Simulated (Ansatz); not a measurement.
# Si(111) with SH: bands and core levels

Aim: core-level components, unfolded bands and work function of Si(111) with SH.

Method: DFT, PBE, plane-wave PAW, scalar-relativistic; PAW set soft_1, in Ansatz 0.2.0.

## Step 1: Starting point

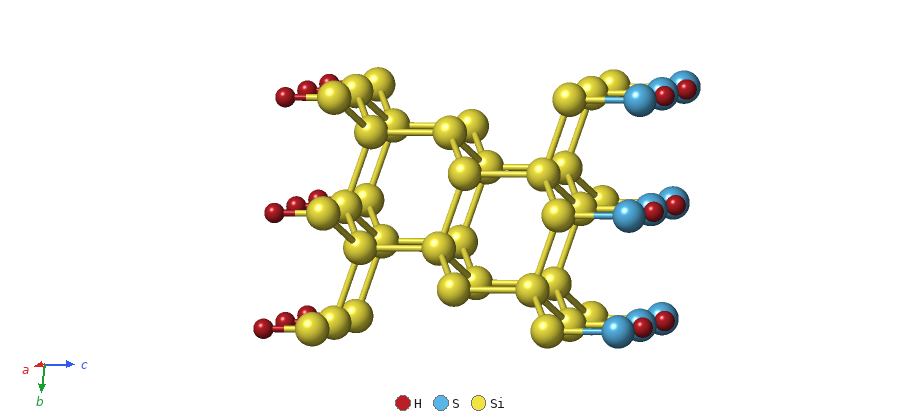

The cell as given, from the side, with the c axis across the page (hydrogen red, sulfur blue, silicon yellow). Some periodic images of atoms are drawn too.

The cell holds 36 atoms: 8 H, 4 S and 24 Si. Cell: a = 7.679 Å, b = 7.679 Å, c = 24.924 Å, α = 90.0°, β = 90.0°, γ = 60.0°. It derives from Si. How the cell was made: terminated face; group: SH; share of top atoms: 1; rest: H; oxygen in back bonds: 0; lower face: H. Regions: ad, 8 atoms (4 S and 4 H); L1, 4 atoms (4 Si); L2, 4 atoms (4 Si); L3, 4 atoms (4 Si); mid, 4 atoms (4 Si); rest, 12 atoms (8 Si and 4 H). Vacuum lies along c.

## Step 2: Relaxing the atoms

Levels and vacuum steps follow bond lengths, so the atoms are relaxed first. 12 atoms are held to stand for the bulk. A dipole correction cancels the field between unlike faces.

input.yaml

```yaml
crystal:
  lattice:
    - [7.6791796437, 0.0, 0.0]
    - [3.8395898218, 6.6503646517, 0.0]
    - [0.0, 0.0, 24.9237769138]
  atoms:
    - { symbol: H, position: [0.169288916, 0.0, 0.719143691] }
    - { symbol: H, position: [0.669288916, 0.0, 0.719143691] }
    - { symbol: H, position: [0.169288916, 0.5, 0.719143691] }
    - { symbol: H, position: [0.669288916, 0.5, 0.719143691] }
    - { symbol: S, position: [0.0, 0.0, 0.707106992] }
    - { symbol: S, position: [0.5, 0.0, 0.707106992] }
    - { symbol: S, position: [0.0, 0.5, 0.707106992] }
    - { symbol: S, position: [0.5, 0.5, 0.707106992] }
    - { symbol: Si, position: [0.0, 0.0, 0.622448876] }
    - { symbol: Si, position: [0.5, 0.0, 0.622448876] }
    - { symbol: Si, position: [0.0, 0.5, 0.622448876] }
    - { symbol: Si, position: [0.5, 0.5, 0.622448876] }
    - { symbol: Si, position: [0.833333333, 0.333333333, 0.591002879] }
    - { symbol: Si, position: [0.333333333, 0.333333333, 0.591002879] }
    - { symbol: Si, position: [0.833333333, 0.833333333, 0.591002879] }
    - { symbol: Si, position: [0.333333333, 0.833333333, 0.591002879] }
    - { symbol: Si, position: [0.833333333, 0.333333333, 0.496664891] }
    - { symbol: Si, position: [0.333333333, 0.333333333, 0.496664891] }
    - { symbol: Si, position: [0.833333333, 0.833333333, 0.496664891] }
    - { symbol: Si, position: [0.333333333, 0.833333333, 0.496664891] }
    - { symbol: Si, position: [0.166666667, 0.166666667, 0.465218895] }
    - { symbol: Si, position: [0.666666667, 0.166666667, 0.465218895] }
    - { symbol: Si, position: [0.166666667, 0.666666667, 0.465218895] }
    - { symbol: Si, position: [0.666666667, 0.666666667, 0.465218895] }
    - { symbol: Si, position: [0.166666667, 0.166666667, 0.370880907] }
    - { symbol: Si, position: [0.666666667, 0.166666667, 0.370880907] }
    - { symbol: Si, position: [0.166666667, 0.666666667, 0.370880907] }
    - { symbol: Si, position: [0.666666667, 0.666666667, 0.370880907] }
    - { symbol: Si, position: [0.0, 0.0, 0.339434911] }
    - { symbol: Si, position: [0.5, 0.0, 0.339434911] }
    - { symbol: Si, position: [0.0, 0.5, 0.339434911] }
    - { symbol: Si, position: [0.5, 0.5, 0.339434911] }
    - { symbol: H, position: [0.0, 0.0, 0.280856309] }
    - { symbol: H, position: [0.5, 0.0, 0.280856309] }
    - { symbol: H, position: [0.0, 0.5, 0.280856309] }
    - { symbol: H, position: [0.5, 0.5, 0.280856309] }
kpoints:
  mp_grid: { grid: [3, 3, 1] }
scf:
  occupations: { method: fermi_dirac, width: 0.02 }
  n_extra_bands: 25
hamiltonian:
  xc: pbe
  pseudopotentials: { kind: paw, azcp: { folder: soft_1 } }
output:
  forces: true
  write_potential: true
  volumetric_format: []
efield:
  axis: 3
  dipole_correction: true
relax:
  f_tol: 0.03
  max_steps: 70
  constraints: [{ sites: [24, 25, 26, 27, 28, 29, 30, 31, 32, 33, 34, 35] }]
```

Command:

```
$ ansatz run input.yaml --threads 4 --pin off --max-ram 11264MiB --backend cpu --events-out ev --progress --plain --runs-dir out
```

Numbers of over 12 decimals in the logs are rounded to 6 here.

Log:

```text
scf.n_extra_bands = 25 over 64 filled bands (N_el = 128.0): the run solves 89 bands
Engine: ansatz 0.2.0, x86_64-unknown-linux-gnu
Pseudopotentials: kind: paw
Pseudopotential: H, paw, valence charge 1, recommended cutoff 420 eV (normal), soft_1/H.paw.azcp
Pseudopotential: S, paw, valence charge 6, recommended cutoff 420 eV (normal), soft_1/S.paw.azcp
Pseudopotential: Si, paw, valence charge 4, recommended cutoff 420 eV (normal), soft_1/Si.paw.azcp
Functional definition: PBE
  parameter kappa = 0.804
  parameter beta = 0.066725
  exchange = pbe_x(kappa = kappa, mu = beta*pi^2/3)
  correlation = pbe_c(beta = beta)
Crystal: 36 atoms, lattice volume = 1272.841 Å³
Basis set: ecut = 420 eV, 24809 PW (Γ), exchange–correlation on 108×108×360 points (8 copies of the dense FFT grid, shifted against one another)
Bands: 89, of which v1, the nominal top of the filled ones, is band 64 counted from 1 (63 counted from 0)
Symmetry: 4 space group operations
Space group: P1 (ITA 1), of the structure as read, at distance tolerance 1.1e-4 Å
k-points: 5 of 9 (time reversal used)
Non-local potential: H, projectors of the file, l = 0: 2, l = 1: 1
Non-local potential: S, projectors of the file, l = 0: 2, l = 1: 2, l = 2: 1
Non-local potential: Si, projectors of the file, l = 0: 2, l = 1: 2, l = 2: 1
PAW form: soft (Blöchl's): semilocal exchange-correlation on the pseudo side does not see the compensation charge
PAW one-centre angular grid: H, 110 points (default); XC on 64 Gauss nodes
PAW one-centre angular grid: S, 110 points (default); XC on 64 Gauss nodes
PAW one-centre angular grid: Si, 110 points (default); XC on 64 Gauss nodes
Initial density: superposition of atomic densities (neutral atoms: chi_scale 0, normalization atom)
Initial wavefunctions: pseudopotential atomic-orbital guess
Functional: x = pbe(κ = 0.804, μ = 0.219515), c = pbe(β = 0.066725)
SCF iter   1: F=—  HF=-19000.369743 eV  |F-HF|=—  |Δ(HF+E_count)|=         —  Δρ=3.84e-2  dr2=1.68e1  ethr=3.10e-3  p=-0.000 e·Å  D=-2.13e-8 V/Å  ΔV_dip=0.00 eV  dr2_dipole=2.75e-2  V_vac-E_F(+/−)=6.16/6.16 eV  ⟨swp⟩=10.8  Hψ=2981  notcnv=0  defer=9
efield: sawtooth ramp at fractional position 0.9500 (placed from the atoms, in the widest stretch of the axis that holds none; the zero of the levels goes with the place), width 0.1000; the density the first Hamiltonian is built on has a dipole p = -0.000 e·Å; the dipole correction subtracts the counter field D = -2.13e-8 V/Å, which shifts the + side's vacuum level by +0.00 eV against the − side's; the planar-averaged density in the ramp window peaks in size at 1.1e-6 e/Å³
preconditioner: auto → Resta (q_TF=auto, 1.861 Å⁻¹)  ε∞=2.9  [insulator: Δε(μ)=1.045 eV  Ē_g=8.473 eV  σ=0.020 eV  W_gap=1.00  n_scr=134 (ndim 8)  ℏωp=11.8 eV  f_vac=0.448  D(μ)=0.00/eV (n_scr^D=0)  ε∞_Penn≈2.9  vacuum switching on, ρ_ref=5.2e-3 e/Å³]
SCF iter   2: F=—  HF=-18996.844615 eV  |F-HF|=—  |Δ(HF+E_count)|=    3.53e0  Δρ=1.95e-2  dr2=4.50e0  ethr=3.10e-3  p=0.091 e·Å  D=1.30e-2 V/Å  ΔV_dip=-0.32 eV  dr2_dipole=1.72e-2  V_vac-E_F(+/−)=5.28/5.60 eV  ⟨swp⟩=3.0  Hψ=809  notcnv=0  defer=80
SCF iter   3: F=—  HF=-18995.828730 eV  |F-HF|=—  |Δ(HF+E_count)|=    1.02e0  Δρ=2.30e-3  dr2=5.49e-1  ethr=3.10e-3  p=-0.246 e·Å  D=-3.50e-2 V/Å  ΔV_dip=0.87 eV  dr2_dipole=2.30e-1  V_vac-E_F(+/−)=4.62/3.75 eV  ⟨swp⟩=3.2  Hψ=978  notcnv=0  defer=84
SCF iter   4: F=—  HF=-18995.774900 eV  |F-HF|=—  |Δ(HF+E_count)|=   5.38e-2  Δρ=1.33e-3  dr2=8.47e-2  ethr=4.29e-4  p=0.009 e·Å  D=1.24e-3 V/Å  ΔV_dip=-0.03 eV  dr2_dipole=4.81e-2  V_vac-E_F(+/−)=4.33/4.36 eV  ⟨swp⟩=3.8  Hψ=895  notcnv=0  defer=87
SCF iter   5: F=—  HF=-18995.776301 eV  |F-HF|=—  |Δ(HF+E_count)|=   1.40e-3  Δρ=6.16e-4  dr2=1.38e-2  ethr=6.62e-5  p=-0.084 e·Å  D=-1.19e-2 V/Å  ΔV_dip=0.30 eV  dr2_dipole=1.49e-5  V_vac-E_F(+/−)=4.44/4.15 eV  ⟨swp⟩=4.2  Hψ=669  notcnv=0  defer=87
SCF iter   6: F=—  HF=-18995.777707 eV  |F-HF|=—  |Δ(HF+E_count)|=   1.41e-3  Δρ=2.27e-4  dr2=1.36e-3  ethr=1.08e-5  p=-0.086 e·Å  D=-1.22e-2 V/Å  ΔV_dip=0.30 eV  dr2_dipole=2.44e-5  V_vac-E_F(+/−)=4.37/4.07 eV  ⟨swp⟩=3.2  Hψ=733  notcnv=0  defer=87
SCF iter   7: F=—  HF=-18995.778328 eV  |F-HF|=—  |Δ(HF+E_count)|=   6.21e-4  Δρ=6.83e-5  dr2=8.32e-5  ethr=1.06e-6  p=-0.090 e·Å  D=-1.28e-2 V/Å  ΔV_dip=0.32 eV  dr2_dipole=6.53e-7  V_vac-E_F(+/−)=4.37/4.05 eV  ⟨swp⟩=2.0  Hψ=599  notcnv=0  defer=87
SCF iter   8: F=-18995.778426 eV  HF=-18995.778422 eV  |F-HF|=3.33e-6  |Δ(HF+E_count)|=   9.45e-5  Δρ=1.82e-5  dr2=5.34e-6  ethr=1.76e-8  p=-0.090 e·Å  D=-1.28e-2 V/Å  ΔV_dip=0.32 eV  dr2_dipole=1.72e-7  V_vac-E_F(+/−)=4.37/4.05 eV  ⟨swp⟩=13.2  Hψ=4592  notcnv=0
SCF 1 converged in 8 iterations: F = -18995.778426 eV  dr2 = 5.34e-6
  greatest PAW one-centre occupation: 0.857 electrons in one spin orbital (limit 2), on the S atom at site 7 (counted from 0), in its partial waves of l = 0
relax step   1: F+E_penalty+E_count = -18995.77842554 eV  Δ(F+E_penalty+E_count) = +0.000e0 eV  max|allowed force component| = 9.851e-1 eV/Å  Δτ_max = 0.0000 Å  (8 SCF iters, dr2 threshold 2.25e-5 eV, accepted)
Initial density: handed on by an earlier stage of this run
Initial wavefunctions: those handed on with the density
iter 1 solved again at ethr=2.73e-4 eV; its pass at ethr=3.10e-3 eV (dr2=3.49e-1 eV) is discarded
SCF iter   1: F=—  HF=-18996.007689 eV  |F-HF|=—  |Δ(HF+E_count)|=         —  Δρ=7.22e-3  dr2=3.59e-1  ethr=2.73e-4  p=-0.090 e·Å  D=-1.28e-2 V/Å  ΔV_dip=0.32 eV  dr2_dipole=2.79e-3  V_vac-E_F(+/−)=4.35/4.03 eV  ⟨swp⟩=2.0  Hψ=2251  notcnv=0  defer=82
efield: sawtooth ramp at fractional position 0.9500 (handed on by an earlier solve), width 0.1000; the density the first Hamiltonian is built on has a dipole p = -0.090 e·Å; the dipole correction subtracts the counter field D = -1.28e-2 V/Å, which shifts the + side's vacuum level by +0.32 eV against the − side's; the planar-averaged density in the ramp window peaks in size at 2.3e-6 e/Å³
preconditioner: auto → Resta (q_TF=auto, 1.861 Å⁻¹)  ε∞=3.1  [insulator: Δε(μ)=0.788 eV  Ē_g=8.196 eV  σ=0.020 eV  W_gap=1.00  n_scr=134 (ndim 8)  ℏωp=11.8 eV  f_vac=0.467  D(μ)=0.00/eV (n_scr^D=0)  ε∞_Penn≈3.1  vacuum switching on, ρ_ref=4.9e-3 e/Å³]
SCF iter   2: F=—  HF=-18995.977813 eV  |F-HF|=—  |Δ(HF+E_count)|=   2.99e-2  Δρ=3.76e-3  dr2=9.98e-2  ethr=2.73e-4  p=-0.126 e·Å  D=-1.79e-2 V/Å  ΔV_dip=0.45 eV  dr2_dipole=4.08e-4  V_vac-E_F(+/−)=4.43/3.98 eV  ⟨swp⟩=1.0  Hψ=363  notcnv=0  defer=82
[...]
SCF iter   5: F=—  HF=-18996.264275 eV  |F-HF|=—  |Δ(HF+E_count)|=   9.63e-8  Δρ=6.90e-6  dr2=7.99e-7  ethr=2.96e-9  p=-0.131 e·Å  D=-1.87e-2 V/Å  ΔV_dip=0.47 eV  dr2_dipole=8.97e-8  V_vac-E_F(+/−)=4.47/4.00 eV  ⟨swp⟩=2.2  Hψ=686  notcnv=0  defer=80
SCF iter   6: F=-18996.264275 eV  HF=-18996.264275 eV  |F-HF|=2.91e-8  |Δ(HF+E_count)|=   1.54e-7  Δρ=2.36e-6  dr2=7.67e-8  ethr=7.81e-11  p=-0.131 e·Å  D=-1.86e-2 V/Å  ΔV_dip=0.46 eV  dr2_dipole=8.06e-10  V_vac-E_F(+/−)=4.47/4.00 eV  ⟨swp⟩=9.2  Hψ=3471  notcnv=0
SCF 7 converged in 6 iterations: F = -18996.264275 eV  dr2 = 7.67e-8
relax step   7: F+E_penalty+E_count = -18996.26427497 eV  Δ(F+E_penalty+E_count) = -7.359e-4 eV  max|allowed force component| = 1.769e-3 eV/Å  Δτ_max = 0.0124 Å  (6 SCF iters, accepted)
NSCF: frozen V_eff on 5 k-points
the band table was solved once a step of the walk had ended and its energy, with any forces and stress, was formed, with the checks that follow a solve (3155 applications of the Hamiltonian). They found nothing against the state; the energy, forces and stress were not computed again (output.eigenvalues in the input reference)
WARN: The output density's exchange-correlation potential varies sharply where the density is thin. Do not read a vacuum level from v_tot or v_xc, or from such a field of the output density. On a cell that repeats whose density bears no net charge and no dipole along the vacuum's axis use v_es (v_loc + v_h of the components); under efield.dipole_correction with no amplitude use v_es + v_field, which holds any externa [...]
SCF converged after 6 iterations
Free energy (F): -18996.264275 eV
Harris-Foulkes:  -18996.264275 eV  (|F-HF|=2.91e-8)
Internal energy: -18996.264275 eV  (E = F + TS)
E sigma→0 (E₀):  -18996.264275 eV
Fermi energy:    0.703002 eV
Dipole field:    D = -0.018627 V/Å  (p = -0.131029 e·Å, saw-weighted, corrected)
Work function:   Φ+ = 4.4674 eV   Φ− = 4.0031 eV
Levels:          The Fermi level and band energies are counted from a zero that moves with the ramp; work functions are not
--- Per-component energies (eV) ---
  E_band       = -663.931696
  E_kinetic    = 1503.660941
  E_local      = -33447.563225  (includes V_loc(G=0)·N_el)
  E_nonlocal   = 690.148190
  E_hartree    = 16117.238761
  E_xc         = -1777.479753
  E_vxc        = -1562.360991  (∫ρ·V_xc dr)
  E_paw        = -14717.532126  (= ΣΔE_a)
  E_vpaw       = -83.831870  (= ΣTr[D̂ρ^β])
  E_aug_tail   = -0.006910  (compensation charges beyond the density's cutoff)
  E_efield     = 0.001220  (sawtooth field / dipole correction)
  E_vefield    = 1.542542  (∫n·V_field dr)
  E_ewald      = 12635.268627
  E_smearing   = -0.000000  (= −TS)
  E_closure    = 0.000000  (closes the sum)
  Σ components = -18996.264275   (vs F -18996.264275, Δ=0.00e0)
--- Forces (eV/Å), atoms counted from 1 ---
  atom   1  H     -0.00093044     0.00168716     0.00062846
  atom   2  H     -0.00093044     0.00168716     0.00062846
  atom   3  H     -0.00093044     0.00168716     0.00062846
  atom   4  H     -0.00093044     0.00168716     0.00062846
  atom   5  S      0.00025287     0.00094439    -0.00176945
  atom   6  S      0.00025287     0.00094439    -0.00176945
  atom   7  S      0.00025287     0.00094439    -0.00176945
  atom   8  S      0.00025287     0.00094439    -0.00176945
  atom   9  Si    -0.00045828    -0.00129921     0.00002134
  atom  10  Si    -0.00045828    -0.00129921     0.00002134
  atom  11  Si    -0.00045828    -0.00129921     0.00002134
  atom  12  Si    -0.00045828    -0.00129921     0.00002134
  atom  13  Si     0.00115865    -0.00082419     0.00058237
  atom  14  Si     0.00115865    -0.00082419     0.00058237
  atom  15  Si     0.00115865    -0.00082419     0.00058237
  atom  16  Si     0.00115865    -0.00082419     0.00058237
  atom  17  Si    -0.00145660     0.00100599    -0.00040689
  atom  18  Si    -0.00145660     0.00100599    -0.00040689
  atom  19  Si    -0.00145660     0.00100599    -0.00040689
  atom  20  Si    -0.00145660     0.00100599    -0.00040689
  atom  21  Si     0.00029905     0.00009404    -0.00082295
  atom  22  Si     0.00029905     0.00009404    -0.00082295
  atom  23  Si     0.00029905     0.00009404    -0.00082295
  atom  24  Si     0.00029905     0.00009404    -0.00082295
  atom  25  Si     0.00064536    -0.00194583    -0.07503997
  atom  26  Si     0.00064536    -0.00194583    -0.07503997
  atom  27  Si     0.00064536    -0.00194583    -0.07503997
  atom  28  Si     0.00064536    -0.00194583    -0.07503997
  atom  29  Si     0.00015941     0.00087422     0.84930498
  atom  30  Si     0.00015941     0.00087422     0.84930498
  atom  31  Si     0.00015941     0.00087422     0.84930498
  atom  32  Si     0.00015941     0.00087422     0.84930498
  atom  33  H      0.00027610    -0.00055842    -0.77250408
  atom  34  H      0.00027610    -0.00055842    -0.77250408
  atom  35  H      0.00027610    -0.00055842    -0.77250408
  atom  36  H      0.00027610    -0.00055842    -0.77250408
  max |Σ_I F_I| component: 2.16e-4 eV/Å
--- Band table (eV; the first three rows and the last of 5) ---
  k-point 0: bands = [... 60 lower, -0.4118, -0.2082, 0.0252, 0.2914, 1.1326, 1.1333, 1.1467, 1.6425, ... 21 higher]
  k-point 1: bands = [... 60 lower, -1.0106, -0.8665, -0.6544, -0.2678, 1.2836, 1.8415, 1.9782, 2.0289, ... 21 higher]
  k-point 2: bands = [... 60 lower, -1.0119, -0.8636, -0.6539, -0.2659, 1.2856, 1.8432, 1.9730, 2.0282, ... 21 higher]
  k-point 4: bands = [... 60 lower, -1.3597, -1.0938, -0.7522, -0.7511, 2.2033, 2.4597, 2.5448, 2.5492, ... 21 higher]
--- Relaxed structure (7 steps of the walk, 7 accepted, 0 SCFs on fresh bases) ---
  F+E_penalty+E_count = -18996.26427497 eV   max|allowed force component| = 1.769e-3 eV/Å
  atoms:
    - { symbol: H, position: [0.087892, 0.084456, 0.720057] }
    - { symbol: H, position: [0.587892, 0.084456, 0.720057] }
    - { symbol: H, position: [0.087892, 0.584456, 0.720057] }
    - { symbol: H, position: [0.587892, 0.584456, 0.720057] }
    - { symbol: S, position: [-0.013804, -0.015762, 0.711086] }
    - { symbol: S, position: [0.486196, -0.015762, 0.711086] }
    - { symbol: S, position: [-0.013804, 0.484238, 0.711086] }
    - { symbol: S, position: [0.486196, 0.484238, 0.711086] }
    - { symbol: Si, position: [-0.00239771, -0.00268812, 0.624292] }
    - { symbol: Si, position: [0.497602, -0.00268812, 0.624292] }
    - { symbol: Si, position: [-0.00239771, 0.497312, 0.624292] }
    - { symbol: Si, position: [0.497602, 0.497312, 0.624292] }
    - { symbol: Si, position: [0.831037, 0.330819, 0.592593] }
    - { symbol: Si, position: [0.331037, 0.330819, 0.592593] }
    - { symbol: Si, position: [0.831037, 0.830819, 0.592593] }
    - { symbol: Si, position: [0.331037, 0.830819, 0.592593] }
    - { symbol: Si, position: [0.833687, 0.333142, 0.497665] }
    - { symbol: Si, position: [0.333687, 0.333142, 0.497665] }
    - { symbol: Si, position: [0.833687, 0.833142, 0.497665] }
    - { symbol: Si, position: [0.333687, 0.833142, 0.497665] }
    - { symbol: Si, position: [0.167006, 0.166504, 0.465606] }
    - { symbol: Si, position: [0.667006, 0.166504, 0.465606] }
    - { symbol: Si, position: [0.167006, 0.666504, 0.465606] }
    - { symbol: Si, position: [0.667006, 0.666504, 0.465606] }
    - { symbol: Si, position: [0.166667, 0.166666667, 0.370881] }
    - { symbol: Si, position: [0.666667, 0.166666667, 0.370881] }
    - { symbol: Si, position: [0.166666667, 0.666666667, 0.370881] }
    - { symbol: Si, position: [0.666666667, 0.666666667, 0.370881] }
    - { symbol: Si, position: [0.0, 0.0, 0.339435] }
    - { symbol: Si, position: [0.5, 0.0, 0.339435] }
    - { symbol: Si, position: [0.0, 0.5, 0.339435] }
    - { symbol: Si, position: [0.5, 0.5, 0.339435] }
    - { symbol: H, position: [0.0, 0.0, 0.280856309] }
    - { symbol: H, position: [0.5, 0.0, 0.280856309] }
    - { symbol: H, position: [0.0, 0.5, 0.280856309] }
    - { symbol: H, position: [0.5, 0.5, 0.280856309] }
```

Elapsed: 4.3 min, on 4 threads of Intel Xeon at 2.50GHz (Skylake/Cascade Lake), shared host; peak memory 2.4 GiB.

The steps of the relaxation:

```csv
step,energy less that of the first step (eV),largest force component (eV/Å)
1,0.0000,0.9851
2,-0.1974,0.8990
3,-0.3540,0.7503
4,-0.4704,0.0695
5,-0.4802,0.0771
6,-0.4851,0.0332
7,-0.4858,0.0018
```

The run keeps the 4 symmetry operations that it works with, so distortions that break them were not tested.

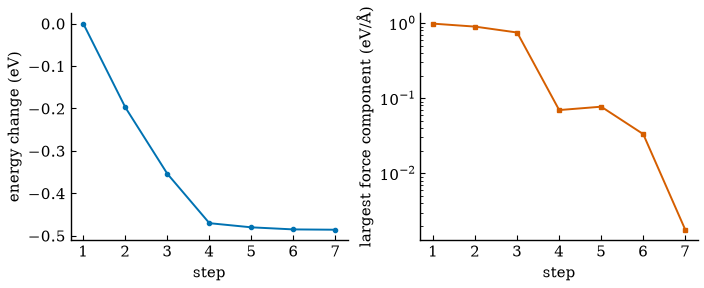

Energy and largest force along the relaxation.

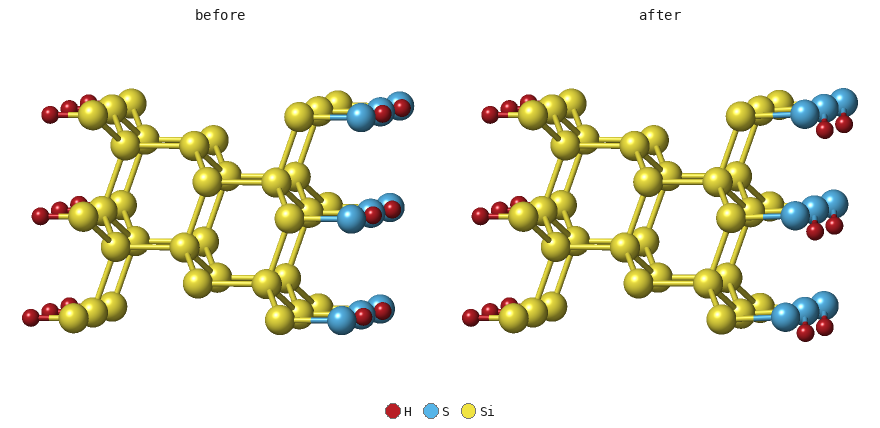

Before and after, at one scale.

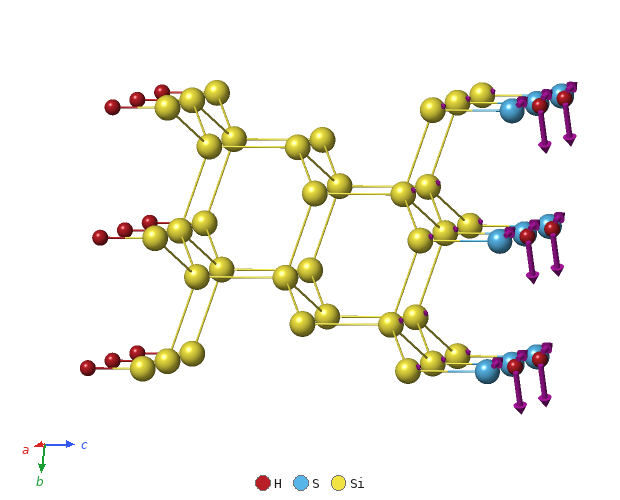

Displacements in the relaxation, exaggerated; the longest in the cell stands for 0.64 Å. Some periodic images of atoms are drawn too.

The atoms that moved most (Å):

```csv
atom,dx,dy,dz,length
H1,-0.301,0.562,0.023,0.638
H3,-0.301,0.562,0.023,0.638
H2,-0.301,0.562,0.023,0.638
H4,-0.301,0.562,0.023,0.638
S5,-0.167,-0.105,0.099,0.220
S7,-0.167,-0.105,0.099,0.220
S8,-0.167,-0.105,0.099,0.220
S6,-0.167,-0.105,0.099,0.220
```

Numbers from this step:

```
free energy                                                         : -18996.2643 eV
Fermi energy                                                        : 0.7030 eV
symmetry operations                                                 : 4
gap on the k-mesh                                                   : 0.8412 eV
ionisation potential, upper face                                    : 4.879 eV
upper vacuum level less the lowest empty level (Kohn–Sham affinity) : 4.038 eV
ionisation potential, lower face                                    : 4.415 eV
```

The relaxation ends 13 meV an atom lower, with a largest force component of 0.0018 eV/Å on the free atoms.

(Continued in part 2 of 4.)

[Logs are printed without paths, hosts, clocks, repeated set-up lines and the standing remarks that a program may print on its own settings, such as how far it seeks lower states.]

[Hosts, paths, dates, database ids (printed as entryN), source tags and the programs' standing remarks are cut or masked in the printed files.]

[Maps of the electrostatic potential energy from Ansatz leave out the sawtooth potential of an applied field or a dipole correction, so their vacuum need not be flat; work functions include it.]
